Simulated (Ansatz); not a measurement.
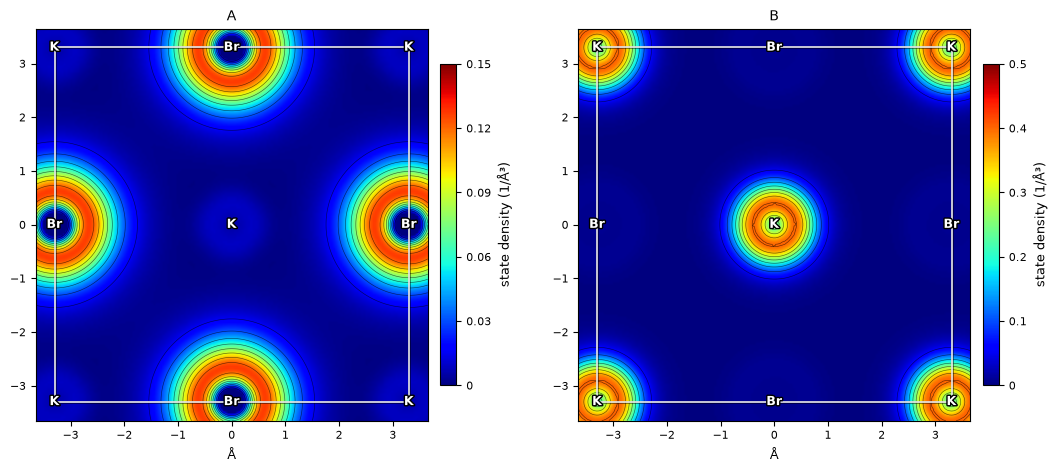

KBr: densities of the states in two energy windows, on the (010) plane of the conventional cell.

Space group Fm-3m.

Theory: Ansatz 0.2.0, DFT PBE, scalar-relativistic, plane waves, PAW.

In a PAW calculation such maps are meaningful between the atoms, not at the nuclei.

The windows, about the valence-band maximum, are −11.37 to −10.97 eV and −1.2 to 0.0 eV. Which panel shows which?

Answer. Panel A: −1.2 to 0.0 eV, the whole upper valence band, mainly Br 4p (over 95 %).
Panel B: −11.37 to −10.97 eV, a separate group of bands, mainly K 3p (95 %).
The characters are Löwdin shares on a minimal set of atomic orbitals.

Cost of the run: 0.86 s on 2 threads of Intel(R) Xeon(R) Platinum 8375C CPU @ 2.90GHz (Ice Lake) (shared host), peak memory 0.39 GiB.
